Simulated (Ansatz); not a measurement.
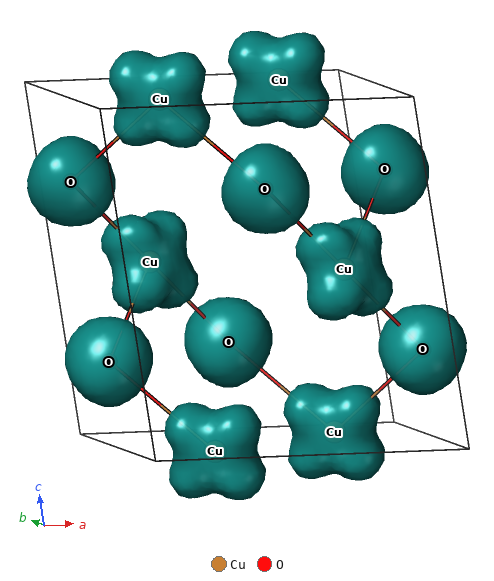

*CuO. Isosurface of the spin density at +0.1 e/Å³ (teal), seen at an oblique angle. Sticks mark near contacts.*

Space group C2/c; computed pressure about 9 GPa in this cell; Hubbard U of 4 eV on Cu d only; spin-polarised.

Method: Ansatz 0.2.0, DFT, PBE+U, PAW, plane waves, scalar-relativistic.

Core electrons are frozen (PAW), and the valence fields are smoothed inside the atomic spheres.

**Which atoms carry the moments, and with what signs?**

The spin density sits on Cu: +0.6 μB (×4); O: +0.3 μB (×4) in one cell of 8 atoms: parallel main moments (a ferromagnetic arrangement) in this solution. The cell of the calculation (4 atoms) carries 1.9 μB of net spin moment.
